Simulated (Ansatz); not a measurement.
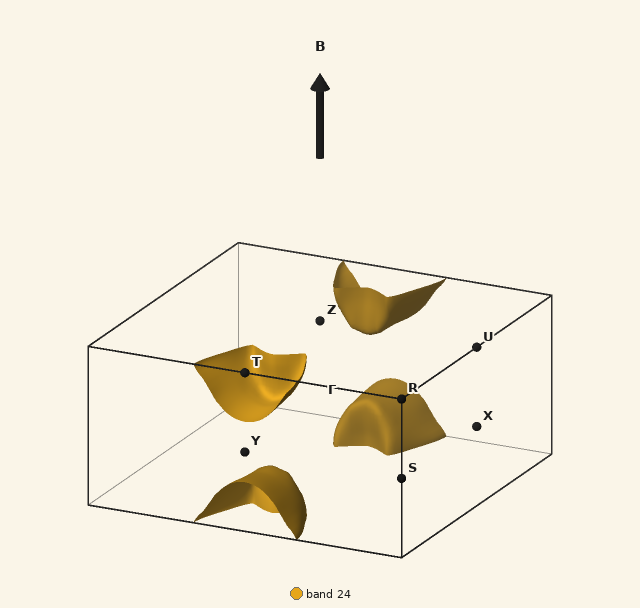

A band of Ti₃Al₅ in space group Pmmm with a closed pocket at the Fermi level (other bands may have more); the arrow B points along [001]. One band is drawn. The brighter face of a sheet looks towards empty states. Conventional cell: a = 3.90 Å, b = 4.01 Å, c = 8.08 Å, α = 90.00°, β = 90.00°, γ = 90.00°.

Theory: Ansatz, DFT r2SCAN, scalar-relativistic, plane waves, PAW; levels and slopes on a dense k mesh at the converged density. No spin polarisation. The levels come from a k mesh of 24×24×12 points. Unrelaxed database geometry. The cell comes from a database of computed structures, not from a measurement.

> Estimate the largest cross-section normal to [001], and the quantum-oscillation frequency for a field along [001], of the pocket of band 24 at T.

The hole pocket of band 24 at T: about 0.28 Å⁻², so F = ħA/2πe ≈ 2.9 kT; it holds 0.093 holes per cell.

A magnetic state wasn't tried and may lie lower. Necks and pockets thinner than about two mesh steps aren't resolved, so separate pockets may in truth be joined.
